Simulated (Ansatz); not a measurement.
Geometry relaxation, with input and output: Al₂₄O₃₅ (part 3 of 3)

Al₂₄O₃₅ (defect cell, 59 atoms in the cell); DFT PBE, scalar-relativistic, plane waves, PAW, no spin polarisation (Ansatz 0.2.0); cutoff 420 eV, 2×2×2 k-mesh, Gaussian smearing of 0.01 eV. The structure derives from an entry of the Crystallography Open Database.

Output, continued
```
--- Relaxed structure (4 steps of the walk, 4 accepted, 0 SCFs on fresh bases) ---
  F+E_penalty+E_count = -32845.96911411 eV   max|allowed force component| = 2.089e-2 eV/Å
  atoms:
    - { symbol: Al, position: [0.8228690617554079, 0.8050349091621692, 0.1381162758008726] }
    - { symbol: Al, position: [0.3239201109777245, 0.6383637873176335, 0.3053472773200794] }
    - { symbol: Al, position: [0.8233631628877514, 0.13650210615144853, 0.8049575881840295] }
    - { symbol: Al, position: [0.3231241183604701, 0.9713433575734827, 0.9715545505750705] }
    - { symbol: Al, position: [0.8232123127200354, 0.47171822360919013, 0.47178098049718464] }
    - { symbol: Al, position: [0.32657614746949604, 0.30503519034881443, 0.637643065058191] }
    - { symbol: Al, position: [0.9265345816868553, 0.11157158158219369, 0.4446580277571516] }
    - { symbol: Al, position: [0.4255263697838849, 0.9443864051647326, 0.6113230928966327] }
    - { symbol: Al, position: [0.9260811009096808, 0.4447437254522312, 0.11328750335692561] }
    - { symbol: Al, position: [0.4262970350813418, 0.27811779528521463, 0.2783348903010727] }
    - { symbol: Al, position: [0.926169904267536, 0.7778693171501678, 0.7779053037064212] }
    - { symbol: Al, position: [0.42280144630171557, 0.6120450334757195, 0.9446420961266668] }
    - { symbol: Al, position: [0.6868159630734407, 0.36468730823028517, 0.7036074729655327] }
    - { symbol: Al, position: [0.17623571484378492, 0.19510776084961268, 0.8605561462499619] }
    - { symbol: Al, position: [0.6755156386203226, 0.695346592622946, 0.3616546321342954] }
    - { symbol: Al, position: [0.1758954039771868, 0.5277092688660852, 0.5286547950228582] }
    - { symbol: Al, position: [0.6753605612804662, 0.027674332875588098, 0.02806884201301077] }
    - { symbol: Al, position: [0.17559247852920293, 0.8598537146460481, 0.19257646318873206] }
    - { symbol: Al, position: [0.5738124431202294, 0.05703601187980925, 0.3897696113062894] }
    - { symbol: Al, position: [0.07389506941401652, 0.888005351000993, 0.5542916672758674] }
    - { symbol: Al, position: [0.5731536710371232, 0.3891012568472282, 0.0545150227963028] }
    - { symbol: Al, position: [0.07410564738330042, 0.22165574246614386, 0.2220753196292569] }
    - { symbol: Al, position: [0.5735282561072289, 0.721055058416581, 0.7219996511283996] }
    - { symbol: Al, position: [0.06247386024453219, 0.5459265443337907, 0.8849030812503639] }
    - { symbol: O, position: [0.37470245385596684, 0.22711630714035286, 0.02253470342515458] }
    - { symbol: O, position: [0.8747204300493576, 0.7273892908433663, 0.5223004594893856] }
    - { symbol: O, position: [0.37470193825231407, 0.5602424065591181, 0.6894491105701956] }
    - { symbol: O, position: [0.8747332675670575, 0.06055654476815116, 0.18914014851814925] }
    - { symbol: O, position: [0.3746980606710897, 0.893428900183529, 0.35622838561542636] }
    - { symbol: O, position: [0.5284761718646425, 0.4073685514926516, 0.8426028099189998] }
    - { symbol: O, position: [0.026888977111779823, 0.2414435728920694, 0.007893380852395701] }
    - { symbol: O, position: [0.5277999769218833, 0.7403452616698558, 0.5095227024993838] }
    - { symbol: O, position: [0.027117689350709406, 0.5738154594372155, 0.6753400996412892] }
    - { symbol: O, position: [0.5281554931417898, 0.07445916761948404, 0.17596691777643905] }
    - { symbol: O, position: [0.027823344311229542, 0.9071713794254612, 0.34219330479007243] }
    - { symbol: O, position: [0.7222687408566343, 0.574325946924431, 0.6758138871113734] }
    - { symbol: O, position: [0.22088189355682666, 0.4070273482820126, 0.8422995660349752] }
    - { symbol: O, position: [0.7215877366880208, 0.9074537415428996, 0.34247659092600397] }
    - { symbol: O, position: [0.2216183785232858, 0.7401669199760916, 0.5093483714927212] }
    - { symbol: O, position: [0.7225949741474487, 0.2418457652521922, 0.008244897995037678] }
    - { symbol: O, position: [0.22122147369320222, 0.07369204639283655, 0.1751964037945579] }
    - { symbol: O, position: [0.623729556353688, 0.772802874727527, 0.9769033046409054] }
    - { symbol: O, position: [0.12356386624971658, 0.6057676904133737, 0.14416945600026684] }
    - { symbol: O, position: [0.625879071103119, 0.10557496096586322, 0.6439252894673817] }
    - { symbol: O, position: [0.12433423870205984, 0.9399960357766439, 0.8099158031368854] }
    - { symbol: O, position: [0.6250683986919663, 0.43974685544429565, 0.3096656844335674] }
    - { symbol: O, position: [0.12570051147634048, 0.2727667759760909, 0.4768712417921447] }
    - { symbol: O, position: [0.9701143957876276, 0.7588662633027206, 0.9901983180809033] }
    - { symbol: O, position: [0.4714187693428597, 0.5928048905328642, 0.15716167649517948] }
    - { symbol: O, position: [0.9714480925175055, 0.0940847203642326, 0.6577216069709446] }
    - { symbol: O, position: [0.4717288917904642, 0.9263147225470374, 0.824013604640476] }
    - { symbol: O, position: [0.9715836520706633, 0.42548403660856154, 0.32408603074327175] }
    - { symbol: O, position: [0.47305100287758506, 0.25902208224793477, 0.4901261912180218] }
    - { symbol: O, position: [0.7779672372764077, 0.591917999221129, 0.15554395139232735] }
    - { symbol: O, position: [0.27769548562227875, 0.4256806328283558, 0.32341415895995584] }
    - { symbol: O, position: [0.7778621449387, 0.9256803489526152, 0.8242092435526865] }
    - { symbol: O, position: [0.2762697090563534, 0.7595194211350274, 0.99059807529793] }
    - { symbol: O, position: [0.7792554582957526, 0.25944030166661836, 0.49074251762702226] }
    - { symbol: O, position: [0.27795192165093885, 0.09249300557928247, 0.6568525675574] }
```

Trajectory as extended XYZ (Å, eV, eV/Å), 3 of the 4 frames kept, from step=1 to step=4
```
59
Lattice="0.0000 8.3289 0.0000 7.2131 -1.3882 -4.3745 -7.2131 -1.3882 -4.3745" Properties=species:S:1:pos:R:3:forces:R:3 step=1 energy=-32845.72967
Al    4.8087    5.5526   -4.1276    0.1388   0.1398   0.0707
Al    2.4044    1.3882   -4.1276    0.1020  -0.2090   0.1654
Al   -4.8185    5.5022   -4.1695    0.3246   1.0687   0.5626
Al    0.0000    0.0000   -8.5021   -0.1394  -0.0882   0.0910
Al    0.0000    5.5526   -4.1276   -0.0495  -0.1381  -0.0941
Al   -2.4044    1.3882   -4.1276    0.0067  -0.0351   0.0167
Al   -2.4044    6.9408   -2.4341   -0.1869   0.0454  -0.0433
Al    2.4044    1.3882   -6.8086   -0.0620  -0.1724   0.1646
Al    2.3973    6.8791   -2.4270    0.3936   1.5793  -0.3573
Al    0.0000    2.7763   -2.4341    0.0020  -0.0948   0.0107
Al    0.0000    5.5526   -6.8086   -0.0292  -0.1431  -0.1567
Al   -2.4044    1.3882   -6.8086    0.0565  -0.1627  -0.1416
Al   -2.4318    4.1657   -4.5852    0.2245   0.5251  -0.8970
Al   -4.8087    0.0000   -4.6214    0.0401  -0.2757   0.0811
Al    2.4044    4.1645   -4.6214   -0.0304  -0.1131  -0.1352
Al    0.0000    0.0000   -4.6214    0.1436   0.1615   0.0817
Al    0.0000    5.5526   -0.2469   -0.4268  -0.0122   0.2128
Al    4.8087    0.0000   -4.6214   -0.1188   0.0024   0.5273
Al   -2.4044    4.1645   -1.9404    0.0485  -0.0234   0.2741
Al    2.4044   -1.3882   -6.3149    0.0468  -0.0444  -0.0377
Al    2.4044    4.1645   -1.9404    0.1583  -0.4458  -0.0596
Al    0.0000    0.0000   -1.9404    0.0608   0.0557  -0.0163
Al    0.0000    2.7763   -6.3149   -0.0786   0.0905   0.0374
Al   -2.3727   -1.3963   -6.2314   -1.2711  -0.6130  -0.9777
O     1.4723    2.7763   -1.0936    0.0163   0.0842  -0.0140
O     1.4723    5.5526   -5.4681   -0.0285   0.0199   0.0716
O    -0.9321    1.3882   -5.4681   -0.0064  -0.0369   0.0319
O    -0.9321    6.9408   -1.0936    0.0576  -0.0550  -0.0396
O     3.8766    1.3882   -5.4681    0.0016   0.0991  -0.1417
O    -3.1405    2.6632   -5.4681   -0.1261  -0.0489   0.0251
O     1.6682   -0.1131   -1.0936    0.0792  -0.2422   0.0297
O     1.6682    2.6632   -5.4681    0.0222   0.0030  -0.0217
O    -0.7361   -1.5013   -5.4681    0.5450   0.0594   0.3555
O    -0.7361    4.0514   -1.0936    0.0586   0.0564  -0.0487
O     4.0726   -1.5013   -5.4681    0.0206  -0.0655  -0.0215
O    -0.7361    4.2776   -5.4681   -0.0182   0.0270   0.1349
O    -3.1405    0.1131   -5.4681    0.0143   0.1762   0.2068
O     4.0726    4.2776   -5.4681   -0.0068  -0.0176   0.0256
O     1.6682    0.1131   -5.4681   -0.0682  -0.0085  -0.0552
O     1.6682    5.6657   -1.0936   -0.0002  -0.2594  -0.1466
O    -0.7361    1.5013   -1.0936    0.0317   0.0169  -0.0657
O    -1.4723    2.7763   -7.6554   -0.0175  -0.0110  -0.0282
O     3.3364    0.0000   -3.2809   -0.1165  -0.2786   0.1124
O    -3.8766    4.1645   -3.2809   -0.1152  -0.1788   0.1780
O     0.9321   -1.3882   -7.6554   -0.0172   0.0352   0.0244
O     0.9321    4.1645   -3.2809    0.0488   0.0720   0.0846
O    -1.4723    0.0000   -3.2809    0.0344  -0.0171  -0.0427
O    -1.6682    5.6657   -7.6554    0.1026  -0.0988   0.0692
O     3.1405    2.8894   -3.2809   -0.0380   0.1273   0.0208
O    -4.0726    7.0539   -3.2809   -0.0138  -0.2564  -0.2195
O     0.7361    1.5013   -7.6554    0.0807   0.0635  -0.0714
O     0.7361    7.0539   -3.2809   -0.0500  -0.1903   0.0226
O    -1.6682    2.8894   -3.2809   -0.0634   0.0344   0.0463
O     3.1405    5.4395   -3.2809    0.0299  -0.2367   0.0679
O     0.7361    1.2750   -3.2809   -0.0746   0.0403  -0.0021
O     0.7361    4.0514   -7.6554    0.0972  -0.1776  -0.1673
O    -1.6682   -0.1131   -7.6554    0.1210   0.0634   0.0832
O    -1.6682    5.4395   -3.2809    0.0319   0.0204   0.1357
O    -4.0726    1.2750   -3.2809    0.0127   0.0833  -0.0198
59
Lattice="0.0000 8.3289 0.0000 7.2131 -1.3882 -4.3745 -7.2131 -1.3882 -4.3745" Properties=species:S:1:pos:R:3:forces:R:3 step=3 energy=-32845.96680
Al    4.8100    5.5449   -4.1242    0.0096   0.0002   0.0017
Al    2.4008    1.3891   -4.1270    0.0116  -0.0043  -0.0075
Al   -4.8174    5.5494   -4.1184   -0.0112   0.0063  -0.0293
Al   -0.0014   -0.0052   -8.4983   -0.0242   0.0065  -0.0158
Al    0.0009    5.5476   -4.1267   -0.0414  -0.0023  -0.0298
Al   -2.4000    1.4065   -4.1234    0.0156   0.0183  -0.0102
Al   -2.4023    6.9435   -2.4325    0.0101  -0.0062  -0.0160
Al    2.4022    1.3835   -6.8058   -0.0109  -0.0020   0.0169
Al    2.3919    6.9400   -2.4406    0.0099  -0.0066   0.0229
Al   -0.0021    2.7785   -2.4343   -0.0092   0.0171   0.0003
Al    0.0024    5.5532   -6.8081   -0.0474  -0.0063   0.0412
Al   -2.4008    1.3644   -6.8092    0.0206  -0.0067  -0.0011
Al   -2.4409    4.2276   -4.6642    0.0144   0.0560  -0.0619
Al   -4.8021    0.0019   -4.6202    0.0167   0.0019   0.0147
Al    2.4069    4.1593   -4.6247   -0.0108  -0.0018   0.0216
Al   -0.0048   -0.0009   -4.6207   -0.0315  -0.0188  -0.0078
Al   -0.0020    5.5483   -0.2445   -0.0239  -0.0067   0.0097
Al    4.8101    0.0001   -4.6065    0.0529   0.0226   0.0113
Al   -2.4026    4.1593   -1.9509    0.0480  -0.0089  -0.0142
Al    2.4078   -1.3871   -6.3105   -0.0010  -0.0078   0.0018
Al    2.4126    4.1610   -1.9401   -0.0072  -0.0185  -0.0122
Al   -0.0036    0.0019   -1.9398   -0.0067  -0.0079  -0.0165
Al   -0.0051    2.7727   -6.3121   -0.0366   0.0282  -0.0009
Al   -2.4424   -1.4578   -6.2657    0.0169  -0.0566   0.0451
O     1.4751    2.7768   -1.0920   -0.0015  -0.0240   0.0046
O     1.4799    5.5494   -5.4682   -0.0003   0.0178  -0.0014
O    -0.9318    1.3865   -5.4671   -0.0116  -0.0199   0.0118
O    -0.9284    6.9384   -1.0934    0.0115   0.0022   0.0197
O     3.8750    1.3865   -5.4657   -0.0147  -0.0090  -0.0049
O    -3.1401    2.6663   -5.4687   -0.0034  -0.0108   0.0119
O     1.6820   -0.1216   -1.0902    0.0282  -0.0010  -0.0070
O     1.6645    2.6610   -5.4663    0.0120  -0.0076  -0.0079
O    -0.7316   -1.5082   -5.4643    0.0066   0.0223  -0.0068
O    -0.7335    4.0519   -1.0957    0.0061   0.0031   0.0053
O     4.0756   -1.5046   -5.4662   -0.0136   0.0199   0.0085
O    -0.7328    4.2808   -5.4694    0.0216  -0.0212  -0.0035
O    -3.1406    0.1066   -5.4643    0.0067   0.0032  -0.0132
O     4.0748    4.2741   -5.4666   -0.0047   0.0080  -0.0023
O     1.6662    0.1114   -5.4658   -0.0041  -0.0050  -0.0025
O     1.6810    5.6706   -1.0951    0.0527   0.0143   0.0109
O    -0.7334    1.4996   -1.0911   -0.0042  -0.0232   0.0285
O    -1.4724    2.7671   -7.6537    0.0072   0.0080  -0.0089
O     3.3303   -0.0117   -3.2810   -0.0084   0.0213  -0.0071
O    -3.8834    4.1702   -3.2767    0.0051  -0.0006  -0.0027
O     0.9399   -1.3935   -7.6564   -0.0238   0.0001   0.0072
O     0.9378    4.1664   -3.2781   -0.0054  -0.0031  -0.0092
O    -1.4715    0.0048   -3.2785   -0.0044   0.0007  -0.0087
O    -1.6680    5.6538   -7.6521    0.0000  -0.0062  -0.0178
O     3.1407    2.8860   -3.2799    0.0129  -0.0002  -0.0026
O    -4.0640    7.0469   -3.2893   -0.0132  -0.0009  -0.0063
O     0.7372    1.4992   -7.6557    0.0119  -0.0051  -0.0080
O     0.7341    7.0523   -3.2785   -0.0278   0.0017  -0.0130
O    -1.6670    2.8987   -3.2807   -0.0177   0.0250   0.0310
O     3.1460    5.4422   -3.2706    0.0168   0.0108   0.0096
O     0.7358    1.2738   -3.2778    0.0247  -0.0061   0.0134
O     0.7352    4.0475   -7.6555   -0.0269   0.0211   0.0059
O    -1.6671   -0.1258   -7.6548   -0.0128  -0.0330  -0.0079
O    -1.6694    5.4472   -3.2818    0.0061   0.0051   0.0161
O    -4.0707    1.2744   -3.2773    0.0042  -0.0037  -0.0071
59
Lattice="0.0000 8.3289 0.0000 7.2131 -1.3882 -4.3745 -7.2131 -1.3882 -4.3745" Properties=species:S:1:pos:R:3:forces:R:3 step=4 energy=-32845.96911
Al    4.8105    5.5444   -4.1258    0.0007   0.0053   0.0018
Al    2.4021    1.3879   -4.1283    0.0004  -0.0028   0.0028
Al   -4.8216    5.5508   -4.1184   -0.0137   0.0012   0.0173
Al   -0.0015   -0.0058   -8.4992   -0.0059  -0.0031   0.0016
Al   -0.0005    5.5468   -4.1273   -0.0048   0.0011  -0.0052
Al   -2.3991    1.4114   -4.1237    0.0031   0.0025   0.0046
Al   -2.4026    6.9449   -2.4332    0.0009   0.0014   0.0019
Al    2.4024    1.3846   -6.8054   -0.0032  -0.0022  -0.0007
Al    2.3908    6.9386   -2.4411   -0.0093   0.0043  -0.0165
Al   -0.0016    2.7782   -2.4342   -0.0057  -0.0027   0.0012
Al   -0.0003    5.5543   -6.8057   -0.0069   0.0019  -0.0016
Al   -2.3990    1.3606   -6.8097    0.0043  -0.0056  -0.0039
Al   -2.4447    4.2375   -4.6733    0.0052  -0.0091   0.0023
Al   -4.7999    0.0024   -4.6180    0.0008   0.0014   0.0000
Al    2.4069    4.1590   -4.6239    0.0012   0.0000  -0.0025
Al   -0.0068   -0.0014   -4.6211   -0.0052  -0.0043   0.0011
Al   -0.0028    5.5476   -0.2438   -0.0024  -0.0038   0.0050
Al    4.8131    0.0016   -4.6039    0.0080   0.0016  -0.0007
Al   -2.4000    4.1590   -1.9546    0.0087  -0.0060   0.0013
Al    2.4071   -1.3867   -6.3093    0.0003   0.0015   0.0008
Al    2.4134    4.1579   -1.9406    0.0018  -0.0013  -0.0016
Al   -0.0030    0.0013   -1.9411   -0.0033   0.0052   0.0014
Al   -0.0068    2.7737   -6.3126   -0.0039   0.0030  -0.0025
Al   -2.4451   -1.4659   -6.2592    0.0047   0.0090  -0.0090
O     1.4757    2.7743   -1.0921    0.0007   0.0015  -0.0017
O     1.4793    5.5507   -5.4668   -0.0003  -0.0027   0.0032
O    -0.9320    1.3861   -5.4668   -0.0059   0.0005  -0.0009
O    -0.9275    6.9390   -1.0923    0.0058  -0.0036   0.0003
O     3.8749    1.3861   -5.4666   -0.0045   0.0026  -0.0017
O    -3.1394    2.6665   -5.4680   -0.0008   0.0055  -0.0002
O     1.6846   -0.1222   -1.0907    0.0209  -0.0121  -0.0003
O     1.6649    2.6610   -5.4675   -0.0022   0.0026  -0.0018
O    -0.7323   -1.5082   -5.4644   -0.0036   0.0018   0.0004
O    -0.7322    4.0513   -1.0955    0.0046   0.0085  -0.0014
O     4.0752   -1.5026   -5.4653   -0.0012  -0.0015  -0.0009
O    -0.7320    4.2803   -5.4687   -0.0052  -0.0034   0.0011
O    -3.1396    0.1055   -5.4652    0.0021  -0.0027  -0.0004
O     4.0752    4.2750   -5.4678   -0.0018  -0.0005  -0.0003
O     1.6649    0.1113   -5.4660   -0.0034  -0.0003   0.0019
O     1.6850    5.6713   -1.0940    0.0169   0.0063   0.0002
O    -0.7322    1.4970   -1.0888    0.0045  -0.0035   0.0004
O    -1.4722    2.7661   -7.6541    0.0010   0.0007   0.0008
O     3.3295   -0.0119   -3.2806    0.0030  -0.0096   0.0163
O    -3.8832    4.1725   -3.2787    0.0021   0.0059  -0.0108
O     0.9383   -1.3936   -7.6550   -0.0021   0.0009   0.0021
O     0.9383    4.1658   -3.2783   -0.0016   0.0000  -0.0019
O    -1.4722    0.0063   -3.2793   -0.0009  -0.0045  -0.0018
O    -1.6686    5.6520   -7.6513   -0.0069  -0.0041   0.0023
O     3.1423    2.8853   -3.2807    0.0025   0.0040   0.0019
O    -4.0655    7.0475   -3.2888    0.0022  -0.0108  -0.0147
O     0.7379    1.4993   -7.6568    0.0019   0.0052  -0.0032
O     0.7314    7.0517   -3.2790    0.0027  -0.0004   0.0066
O    -1.6670    2.9001   -3.2771   -0.0006   0.0144   0.0001
O     3.1476    5.4420   -3.2698    0.0005   0.0057   0.0107
O     0.7377    1.2730   -3.2769    0.0024  -0.0017   0.0044
O     0.7319    4.0496   -7.6549   -0.0026  -0.0017  -0.0018
O    -1.6668   -0.1284   -7.6559   -0.0016  -0.0051  -0.0023
O    -1.6684    5.4490   -3.2817   -0.0084   0.0019  -0.0022
O    -4.0708    1.2748   -3.2780    0.0039   0.0015  -0.0030
```

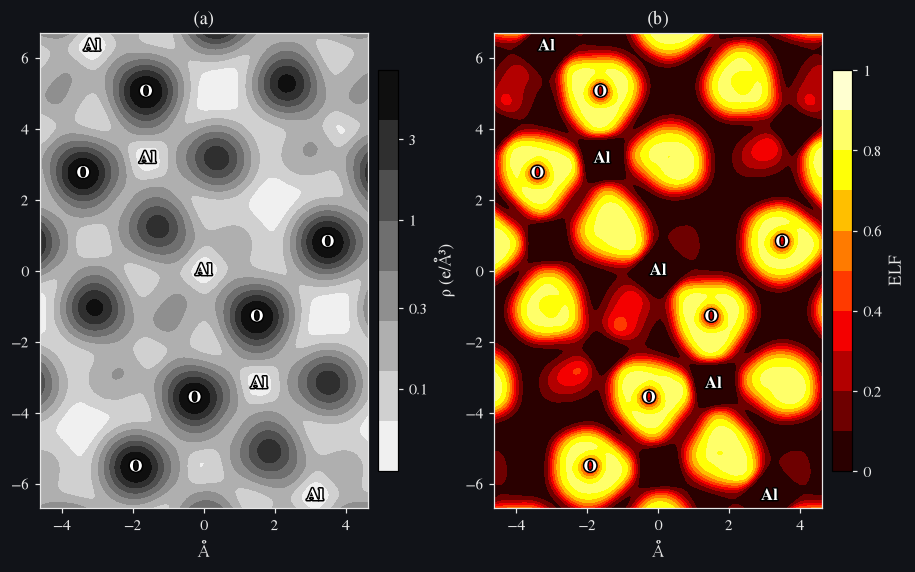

(a) valence charge density (pseudo); (b) ELF on the (110) plane of the calculation cell. The section cuts through Al and O sites. Al–O (1.87 Å): ρ is about 0.63 e/Å³ halfway; the ELF is about 0.85 at the midpoint. Al–O (1.99 Å): ρ at the midpoint is about 0.49 e/Å³; the ELF is about 0.75 at the midpoint. Away from the nuclei the density in this plane falls to 0.03 e/Å³ at its lowest. Core electrons are frozen (PAW), so the fields are smoothed inside the atomic spheres.

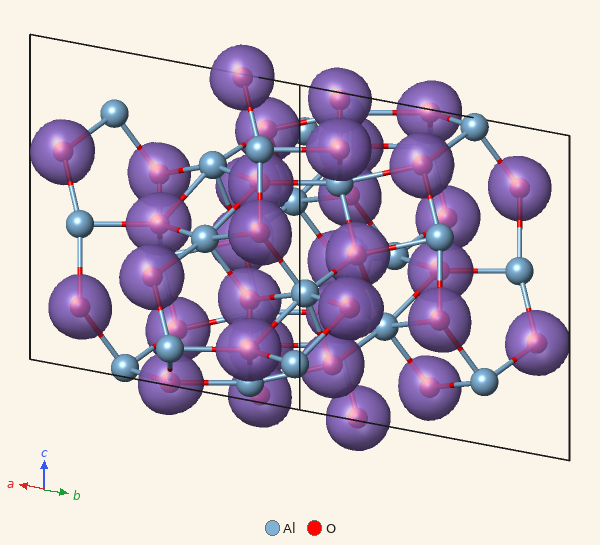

Isosurface of the valence electron density at 1 e/Å³ (purple), seen along [110]. Sticks mark near contacts. The outline is the calculation cell. At this value the density breaks into separate islands; it holds about 60 % of the electrons treated as valence. It is pinched off along the Al–O (1.86 Å), Al–O (1.97 Å), Al–O (2.01 Å) and Al–O (2.08 Å) contacts. On the grid the lowest density along these lines, outside the cores, is 0.51 e/Å³ (Al–O, 1.86 Å), 0.42 e/Å³ (Al–O, 1.97 Å), 0.38 e/Å³ (Al–O, 2.01 Å) and 0.31 e/Å³ (Al–O, 2.08 Å).

Results in brief

| quantity | value |
| --- | --- |
| outcome | converged |
| electrons treated | 282 |
| free energy | −32845.9691 eV |
| Fermi energy | 11.660 eV |
| gap on the k-point mesh | 4.16 eV |
| final volume | 525.61 Å³ |
| largest force (length of the vector) at the end | 0.024 eV/Å |
| wall time | 37 s (CPU time 4.3 min) |
| peak memory | 2.2 GiB |
